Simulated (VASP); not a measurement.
# W (slab): what the fields show

```
W
1.0
     2.85459    0.00000    0.00000
    -1.42730    2.47215    0.00000
     0.00000    0.00000   18.66153
W
3
Direct
  0.66667 0.33333 0.37510
  0.33333 0.66667 0.50096
  0.00000 0.00000 0.62680
```

Level of theory: Kohn-Sham DFT of a periodic cell, PBE, VASP PAW PBE potentials, recommended in VASP 6.6.1.

Core electrons are frozen (PAW), and the valence fields are smoothed inside the atomic spheres.

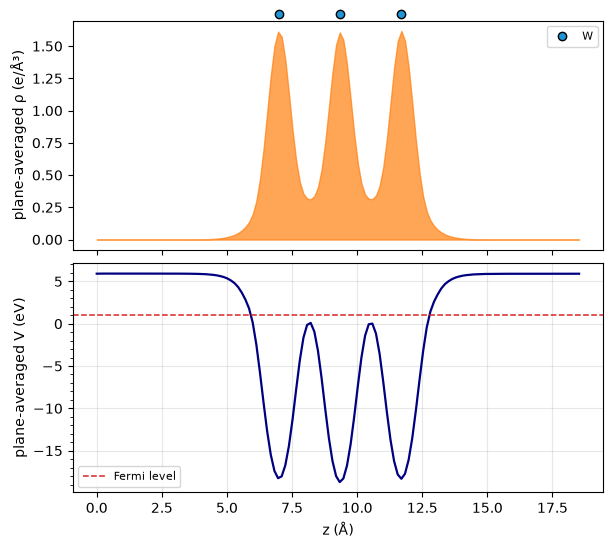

Figure 1. Plane average of the electrostatic potential energy of an electron and of the valence charge density (pseudo) across the slab. Circles mark the heights of the atoms.

Q: How far above the Fermi level of the calculation is the vacuum level?

A: 4.9 eV.

Q: What are the slab's thickness and the vacuum gap?

A: The outermost nuclei are 4.7 Å apart, in 3 atomic planes; the vacuum between periodic images is 14.0 Å wide.

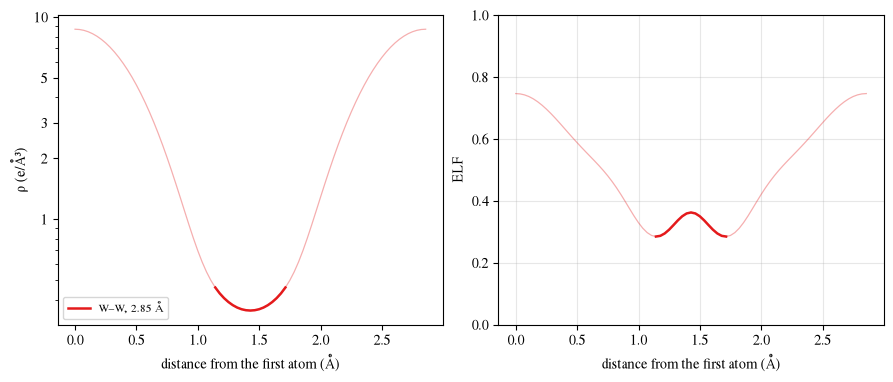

Figure 2. Valence electron density and electron localisation function along straight lines between neighbouring atoms. Thin, pale parts lie inside the atomic spheres.

Q: What can be read from the curves?

A: W–W (2.85 Å): ρ at the midpoint is about 0.35 e/Å³; the ELF is about 0.35 at the midpoint.
